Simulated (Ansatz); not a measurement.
Band-structure calculation, with input and output: WSe2

System: WSe2 (slab, 3 atoms in the cell).
Method: DFT PBE+D3(BJ), scalar-relativistic, plane waves, PAW, no spin polarisation (Ansatz 0.2.0).

The structure derives from an entry of the Crystallography Open Database. It belongs to a series of runs on one base structure; here: bands, density of states and charges of the sheet.

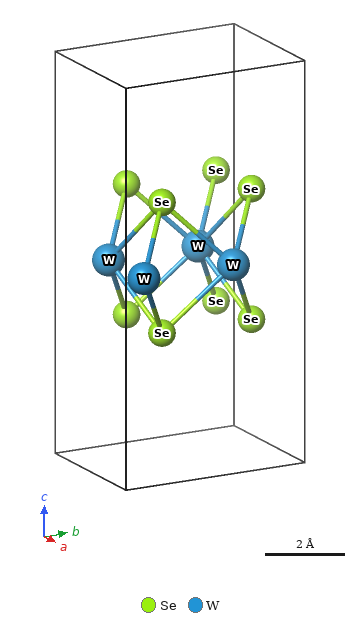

*The structure as given in the input (ball-and-stick view of the 2 × 2 repeat of the cell, with the vacuum cut short, seen slightly off an axis). An atom can appear more than once, as a periodic image.*

Near neighbours in the periodic cell (some may lie outside the picture): Se has 3 W at 2.54 Å; W has 6 Se at 2.54 Å.

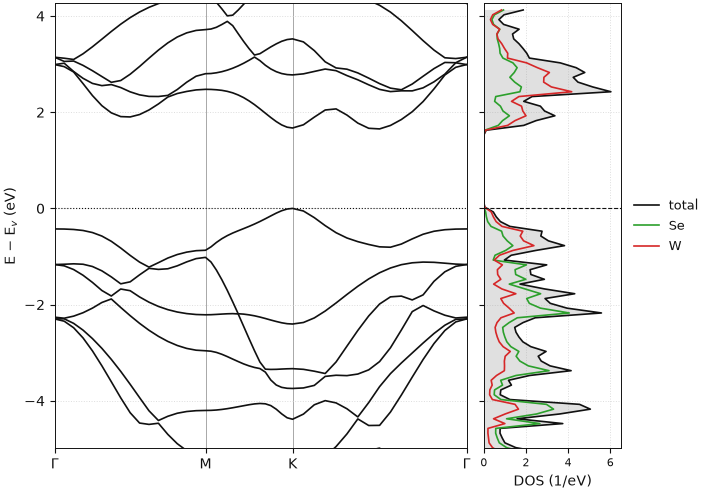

*Band structure along Γ–M–K–Γ and density of states (projected on Löwdin-orthogonalised atomic shells), with energies from the valence-band top.*

There is a gap of 1.65 eV on this path, direct, at K.

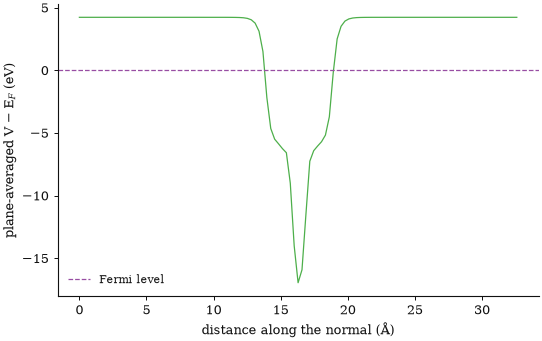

*Plane average of the electrostatic potential energy of an electron across the cell, from the Fermi level.*

The vacuum level lies 4.23 eV above the Fermi level.

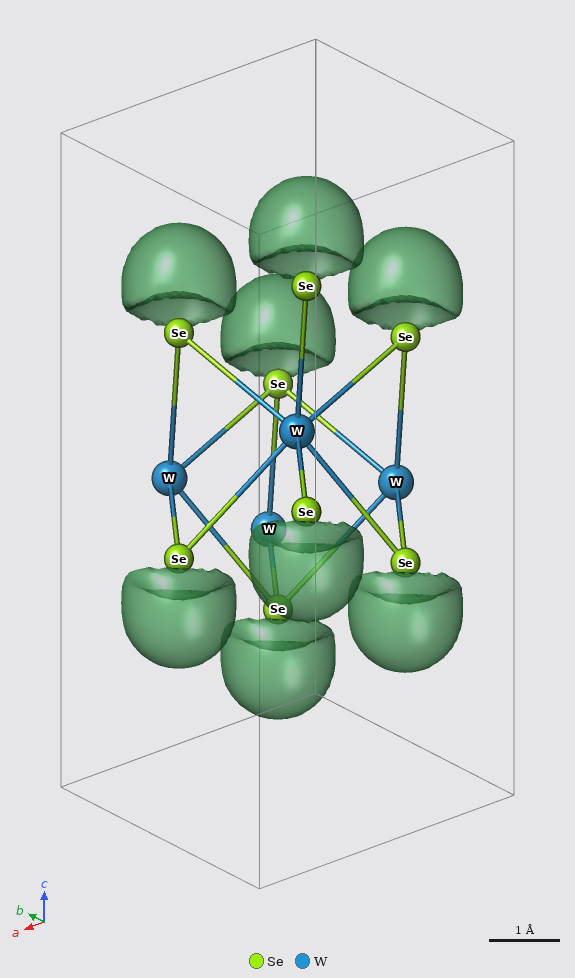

*Isosurface of the ELF at 0.8 (green), seen at an oblique angle. Core shells and regions of very low density are left out. Sticks mark near contacts.*

Along the contacts the grid gives the following. W–Se (2.54 Å): the ELF is about 0.55 at the midpoint. In a PAW calculation such maps are meaningful between the atoms, not at the nuclei.

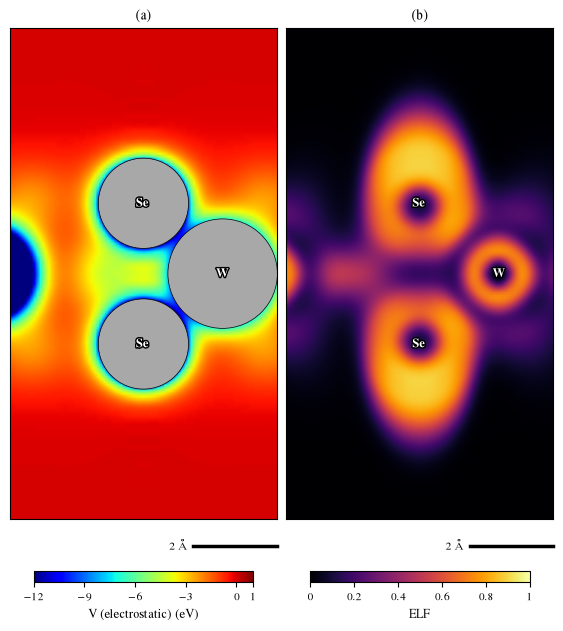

*(a) electrostatic potential (local pseudopotential plus Hartree) felt by an electron; (b) ELF on the (110) plane of the calculation cell, a cut from vacuum to vacuum. Grey discs, where drawn, cover atomic cores.*

The section cuts through Se and W sites. W–Se (2.54 Å): the ELF is about 0.55 at the midpoint. The strong features right at W lie inside the PAW spheres (semicore, d or f shells) and say nothing about bonding.

The input and output of the run follow.

## Input
```yaml
crystal:
  lattice:
    - [3.2855208648, 0.0, 0.0]
    - [-1.6427604324, 2.8453445336, 0.0]
    - [0.0, 0.0, 32.7374894635]
  atoms:
    - { symbol: Se, position: [0.3333333333, 0.6666666667, 0.4485393955] }
    - { symbol: W, position: [0.6666666667, 0.3333333333, 0.5] }
    - { symbol: Se, position: [0.3333333333, 0.6666666667, 0.5514606045] }
  periodic: [true, true, false]
basis:
  ecutwfc: 420
kpoints:
  mp_grid: { grid: [12, 12, 1] }
  band_path:
    path:
      - [0, 0, 0]
      - [0.5, 0, 0]
      - [0.3333333333333, 0.3333333333333, 0]
      - [0, 0, 0]
    npoints: 16
hamiltonian:
  xc: pbe
  dispersion: d3bj
scf:
  occupations: { method: gaussian, width: 0.02 }
output:
  forces: true
  stress: true
  eigenvalues: true
  populations: true
  dos: { projected: true, de: 0.02, nscf_kmesh: { grid: [24, 24, 1] } }
  bader: true
  write_density: true
  write_potential: true
  elf: true
  volumetric_format: npy
```

Launched with:
```bash
ansatz run input.yaml --threads 2 --pin off --max-ram 5120MiB --backend cpu --events-out ev --progress --plain --runs-dir out
```

## Log
```
Engine: ansatz 0.2.0, x86_64-unknown-linux-gnu
Pseudopotentials: kind: paw
Pseudopotential: Se, paw, valence charge 16, recommended cutoff 420 eV (normal), Se.paw.azcp
Pseudopotential: W, paw, valence charge 14, recommended cutoff 420 eV (normal), W.paw.azcp
Functional definition: PBE
  parameter kappa = 0.804
  parameter beta = 0.06672455060314922
  exchange = pbe_x(kappa = kappa, mu = beta*pi^2/3)
  correlation = pbe_c(beta = beta)
Crystal: 3 atoms, lattice volume = 306.044 Å³
Basis set: ecut = 420 eV, 6073 PW (Γ), exchange–correlation on 48×48×450 points (8 copies of the dense FFT grid, shifted against one another)
Bands: 28, of which v1, the nominal top of the filled ones, is band 23 counted from 1 (22 counted from 0)
Symmetry: 12 space group operations
Space group: P-6m2 (ITA 187), of the structure as read, at distance tolerance 6.7e-5 Å
k-points: 19 of 144 (time reversal used)
Non-local potential: Se, projectors of the file, l = 0: 2, l = 1: 2, l = 2: 3, l = 3: 1
Non-local potential: W, projectors of the file, l = 0: 3, l = 1: 2, l = 2: 2, l = 3: 1
PAW form: soft (Blöchl's): semilocal exchange-correlation on the pseudo side does not see the compensation charge
PAW one-centre angular grid: Se, 590 points (default); XC on 64 Gauss nodes
PAW one-centre angular grid: W, 590 points (default); XC on 64 Gauss nodes
Initial density: superposition of atomic densities (neutral atoms: chi_scale 0, normalization atom), corrected by the library's trained network
Initial wavefunctions: pseudopotential atomic-orbital guess
Functional: x = pbe(κ = 0.804, μ = 0.2195149727645171), c = pbe(β = 0.06672455060314922)
SCF iter   1: F=—  HF=-21325.656855 eV  |F-HF|=—  |Δ(HF+E_count)|=         —  Δρ=2.10e-3  dr2=5.09e-3  ethr=1.77e-3  ⟨swp⟩=15.0  Hψ=3660  notcnv=0
preconditioner: auto → Resta (q_TF=auto, 1.989 Å⁻¹)  ε∞=2.0  [insulator: Δε(μ)=1.666 eV  Ē_g=8.803 eV  σ=0.020 eV  W_gap=1.00  n_scr=20 (ndim 8)  ℏωp=9.0 eV  f_vac=0.780  D(μ)=0.00/eV (n_scr^D=0)  ε∞_Penn≈2.0  vacuum switching on, ρ_ref=5.6e-3 e/Å³]
SCF iter   2: F=—  HF=-21325.658298 eV  |F-HF|=—  |Δ(HF+E_count)|=   1.44e-3  Δρ=1.17e-3  dr2=2.50e-3  ethr=1.11e-5  ⟨swp⟩=4.3  Hψ=1609  notcnv=0  defer=19
SCF iter   3: F=—  HF=-21325.660366 eV  |F-HF|=—  |Δ(HF+E_count)|=   2.07e-3  Δρ=7.14e-4  dr2=3.00e-3  ethr=5.43e-6  ⟨swp⟩=3.2  Hψ=910  notcnv=0  defer=19
SCF iter   4: F=—  HF=-21325.660513 eV  |F-HF|=—  |Δ(HF+E_count)|=   1.46e-4  Δρ=9.13e-5  dr2=1.34e-5  ethr=5.43e-6  ⟨swp⟩=2.6  Hψ=776  notcnv=0  defer=19
SCF iter   5: F=—  HF=-21325.660396 eV  |F-HF|=—  |Δ(HF+E_count)|=   1.16e-4  Δρ=2.54e-5  dr2=1.80e-6  ethr=2.91e-8  ⟨swp⟩=3.8  Hψ=1251  notcnv=0  defer=19
SCF iter   6: F=-21325.660397 eV  HF=-21325.660397 eV  |F-HF|=4.22e-7  |Δ(HF+E_count)|=   2.61e-7  Δρ=4.72e-6  dr2=6.10e-8  ethr=2.17e-10  ⟨swp⟩=25.3  Hψ=6393  notcnv=0
SCF 1 converged in 6 iterations: F = -21325.660397 eV  dr2 = 6.10e-8
  greatest PAW one-centre occupation: 1.000 electrons in one spin orbital (limit 2), on the Se atom at site 0 (counted from 0), in its partial waves of l = 2
NSCF: frozen V_eff on 49 k-points
NSCF: frozen V_eff on 61 k-points
WARN: The input density's exchange-correlation potential varies sharply where the density is thin. Do not read a vacuum level from v_tot or v_xc, or from such a field of the output density. On a cell that repeats whose density bears no net charge and no dipole along the vacuum's axis use v_es (v_loc + v_h of the components); under efield.dipole_correction with no amplitude use v_es + v_field, which holds any external_charges[].barrier, or the levels of the report's work_function block, which leave it out; under a non-zero efield.amplitude the vacuum is tilted and has no level; on a cell that repeats and bears such a dipole with no correction it is tilted too, and efield.dipole_correction with no amplitude gives each side of its ramp a level where efield: is served; in a cell that repeats whose density bears a net charge (total_charge, or a fill off its count) it is curved and has none; of a slab under crystal.periodic whose density bears no net charge use v_es, which has a level on each side, short of where the two are joined; of another it falls or rises all the way out and has none; of a slab beside external_charges read slab_vacuum_level instead, which it has where they leave it neutral. The grid or the basis barely resolves most such structure, and the values can differ between equally converged runs; as a rule a tighter scf.convergence.dr2_threshold does not remove it. Where the density itself ripples (under the LDA too) a higher basis.ecutwfc lessens it. The files hold the spikes' plane waves up to the density's cutoff. Files: v_tot and the like, and their columns of v_z.tsv (output.write_potential); v_xc and the like, and their columns of v_comp_z.tsv (output.write_potential_components); where files of the output density stand in their place, no point of their own thin density is over the threshold below, and this is of outcome.potential() and, of a run that writes arrays (npy), the arrays of these names. Measured: with its Gaussian average of σ = 0.25 Å subtracted twice, the exchange-correlation potential is over 0.1 eV at 300 of the grid points where the equally averaged density (valence and model cores) is under 1e-3 e/Å³, and 0.294 eV at the most among them, at an averaged density of 4.1e-7 e/Å³. See output.write_potential in the manual, Limitations
SCF converged after 6 iterations
Free energy (F): -21325.660397 eV
Harris-Foulkes:  -21325.660397 eV  (|F-HF|=4.22e-7)
Internal energy: -21325.660397 eV  (E = F + TS)
E sigma→0 (E₀):  -21325.660397 eV
Fermi energy:    -4.232181 eV
--- Per-component energies (eV) ---
  E_band       = -1655.488487
  E_kinetic    = 688.966079
  E_local      = -137862.291470  (includes V_loc(G=0)·N_el)
  E_nonlocal   = -1189.937303
  E_hartree    = 68416.039587
  E_xc         = -476.182451
  E_vxc        = -436.281001  (∫ρ·V_xc dr)
  E_paw        = -12385.556776  (= ΣΔE_a)
  E_vpaw       = 312.040720  (= ΣTr[D̂ρ^β])
  E_aug_tail   = -0.001253  (compensation charges beyond the density's cutoff)
  E_ewald      = 61484.314642
  E_disp       = -1.011452  (pairwise vdW)
  E_smearing   = -0.000000  (= −TS)
  E_closure    = -0.000000  (closes the sum)
  Σ components = -21325.660397   (vs F -21325.660397, Δ=0.00e0)
--- Forces (eV/Å), atoms counted from 1 ---
  atom   1  Se     0.00000000     0.00000000    -0.00005071
  atom   2  W      0.00000000    -0.00000000     0.00000000
  atom   3  Se     0.00000000     0.00000000     0.00005071
  max |Σ_I F_I| component: 3.70e-17 eV/Å
--- 2D stress c σ (N/m, compression-positive) ---
       -0.003713      -0.000000       0.000000
       -0.000000      -0.003713       0.000000
        0.000000       0.000000       0.000000
  P = ½ c Tr σ = -0.0037 N/m
--- Band table (eV; the first three rows and the last of 19) ---
  k-point 0: bands = ["-79.0199", "-52.5936", "-52.5936", "-52.5931", "-52.5931", "-52.5615", "-52.5615", "-52.5604", "-52.5604", "-52.5485", "-52.5465", "-43.3074", "-43.1690", "-43.1690", "-19.8679", "-18.6313", "-11.3002", "-7.3559", "-7.3559", "-7.3206", "-6.2255", "-6.2255", "-5.4847", "-2.0668", "-2.0668", "-1.9152", "-1.9152", "-0.7975"]
  k-point 1: bands = ["-79.0192", "-52.5936", "-52.5933", "-52.5932", "-52.5928", "-52.5615", "-52.5615", "-52.5605", "-52.5604", "-52.5484", "-52.5464", "-43.3041", "-43.1851", "-43.1728", "-19.7629", "-18.5775", "-11.1643", "-7.6735", "-7.5380", "-7.2535", "-6.4046", "-6.2131", "-5.5086", "-2.3777", "-2.3104", "-2.0513", "-1.8863", "-0.4765"]
  k-point 2: bands = ["-79.0172", "-52.5934", "-52.5933", "-52.5925", "-52.5920", "-52.5617", "-52.5617", "-52.5610", "-52.5605", "-52.5480", "-52.5459", "-43.2951", "-43.2287", "-43.1829", "-19.4616", "-18.4237", "-10.7871", "-8.4396", "-8.0419", "-6.9707", "-6.8230", "-6.3952", "-5.6656", "-2.9798", "-2.5059", "-2.3570", "-1.4852", "-0.0224"]
  k-point 18: bands = ["-79.0081", "-52.5918", "-52.5906", "-52.5905", "-52.5904", "-52.5634", "-52.5626", "-52.5616", "-52.5614", "-52.5463", "-52.5440", "-43.3457", "-43.3197", "-43.2522", "-17.5517", "-17.4630", "-10.4597", "-10.3372", "-9.4419", "-8.8022", "-8.3902", "-7.4621", "-5.0586", "-3.3859", "-2.2824", "-1.5331", "-0.0585", "0.7010"]
--- Löwdin populations: 3 sites ---
  site symbol       q [e]
     0     Se     16.0895
     1      W     13.6114
     2     Se     16.0895
  spilling = 0.004556 (of n_electrons = 46.000000)
--- Bader charges: 3 sites ---
  site symbol  charge [e]  shift [e]
     0     Se     -0.5416     0.0012
     1      W      1.0832     0.0024
     2     Se     -0.5416     0.0012
  estimated error of the sums over rays = 7.5e-4 e
```

## File bader_charges.tsv
```
# site	symbol	x_ang	y_ang	z_ang	partial_charge_e	electrons	volume_ang3	relative_density_drop	shared_charge_e	partial_wave_shift_e
# quadrature_error_electrons = 7.5e-4
0	Se	0.0000	1.8969	14.6841	-0.54157	34.54157	26.51	-	-0.54157	0.00119
1	W	1.6428	0.9484	16.3687	1.08316	72.91684	14.49	-	1.08316	0.00238
2	Se	0.0000	1.8969	18.0534	-0.54158	34.54158	26.51	-	-0.54158	0.00119
```

## File populations.tsv
```
# site	symbol	l	j	q
# orbitals = lowdin
# n_electrons = 46.000000
# spilling = 0.004556
0	Se	0_4S	-	1.830862
0	Se	1_4P	-	4.258818
0	Se	2_3D	-	9.999818
1	W	0_5S	-	1.979573
1	W	0_6S	-	0.605747
1	W	1_5P	-	5.996623
1	W	2_5D	-	5.029501
2	Se	0_4S	-	1.830862
2	Se	1_4P	-	4.258818
2	Se	2_3D	-	9.999818
```

## Results in brief

- outcome: converged
- electrons treated: 46
- free energy: −21325.6604 eV
- work function, top face: 4.23 eV
- work function, bottom face: 4.23 eV
- Fermi energy: −4.232 eV
- gap on the k-point mesh: 1.65 eV
- gap on the band path: 1.65 eV
- work function (upper face): 4.23 eV
- largest force (length of the vector): under 0.001 eV/Å
- hardware: 2 threads of Intel Xeon (Granite Rapids), 32 GiB of memory available, shared host
- wall time: 29 s (CPU time 56 s)
- peak memory: 0.75 GiB

Warnings of the run: the exchange-correlation potential is rough where the density is thin. Spin–orbit coupling is left out, which matters for W.
